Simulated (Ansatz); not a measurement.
System: MnO, space group Fm-3m, 2 atoms in the cell, MnO type.

Space group Fm-3m (No. 225). a = 4.444 Å, b = 4.444 Å, c = 4.444 Å, α = 90.00°, β = 90.00°, γ = 90.00°
```csv
atom,site,symmetry,x,y,z
Mn,4a,m-3m,0.0000,0.0000,0.0000
O,4b,m-3m,0.5000,0.0000,0.0000
```

Level of theory: DFT PBEsol+U, spin-orbit coupling, plane waves, PAW, Ueff = 3 eV on Mn d, 7×7×7 k mesh, 420 eV cutoff, Gaussian smearing of 0.05 eV; code Ansatz.

How will the Mn d shell be filled?

Counting eigenvalues over 0.6 as filled, Mn has 5 filled d states (d⁵); the eigenvalues sum to 5.4. The small eigenvalues come from mixing with neighbours' orbitals.

The run is magnetic, with a net spin moment of 1.3 μB a cell, so time reversal doesn't pair the spinor levels. Start of the run: from atoms, default search. Such runs often end in metastable states, so this need not be the lowest one. The cell is at −17 GPa in this functional.

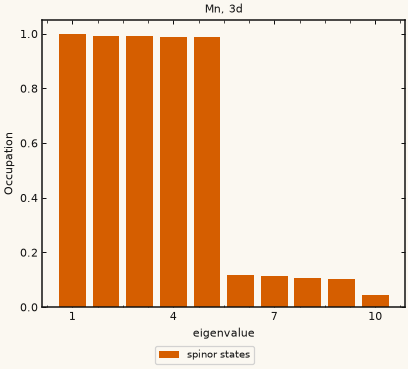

Eigenvalues of the local occupation matrix of the d shell (Löwdin-orthogonalised atomic projectors).
